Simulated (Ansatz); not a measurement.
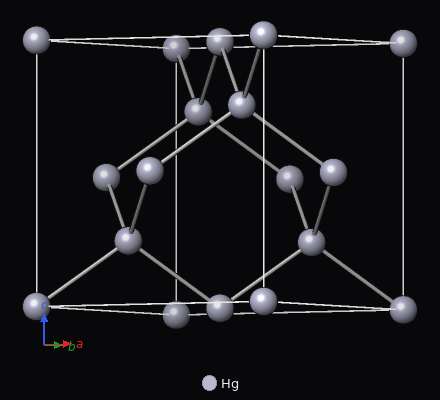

The structure; the drawing may span several cells.

Structure (in its standard cell), the end point of a relaxation with Ansatz 0.2.0, DFT r2SCAN, scalar-relativistic, plane waves, PAW; the starting structure was generated, so it need not be a known form of this composition:

```cif
data_structure
_symmetry_space_group_name_H-M 'Fd-3m:1'
_symmetry_Int_Tables_number 227
_cell_length_a 6.7720
_cell_length_b 6.7720
_cell_length_c 6.7720
_cell_angle_alpha 90.000
_cell_angle_beta 90.000
_cell_angle_gamma 90.000
_cell_volume 310.56
loop_
_atom_site_label
_atom_site_type_symbol
_atom_site_symmetry_multiplicity
_atom_site_Wyckoff_symbol
_atom_site_fract_x
_atom_site_fract_y
_atom_site_fract_z
_atom_site_occupancy
Hg1 Hg 8 a 0.00000 0.00000 0.00000 1
```

### Predict the [111] zone-axis pattern (200 kV, kinematic, B = 0.3 Å²).

The spots form a hexagonal net with both shortest vectors at d = 2.39 Å, 60.0° apart. They are -2 2 0 and -2 0 2. The pattern has symmetry 6mm. The lattice centring (F) removes all reflections that break h + k = 2n, h + l = 2n.

Strongest reflections with d > 0.80 Å, one of each family (|F|² from tabulated Gaussian fits of the electron scattering factors, times a small damping for the curvature of the Ewald sphere):

| hkl | d (Å) | I (strongest = 100) |
| --- | --- | --- |
| 2 0 -2 | 2.394 | 100 |
| 4 -2 -2 | 1.382 | 39 |
| 4 0 -4 | 1.197 | 28 |
| 6 -2 -4 | 0.905 | 13 |
| 6 0 -6 | 0.798 | 9 |

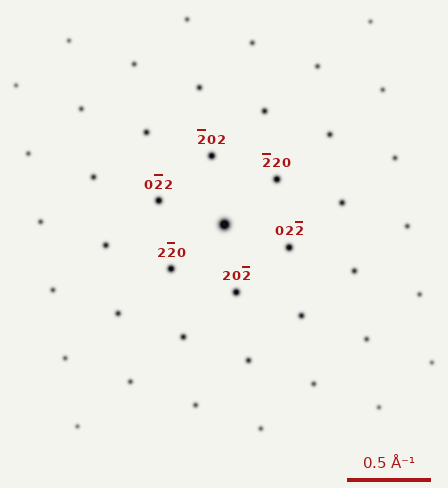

Calculated pattern, seen from the source side with [111] pointing towards the source.
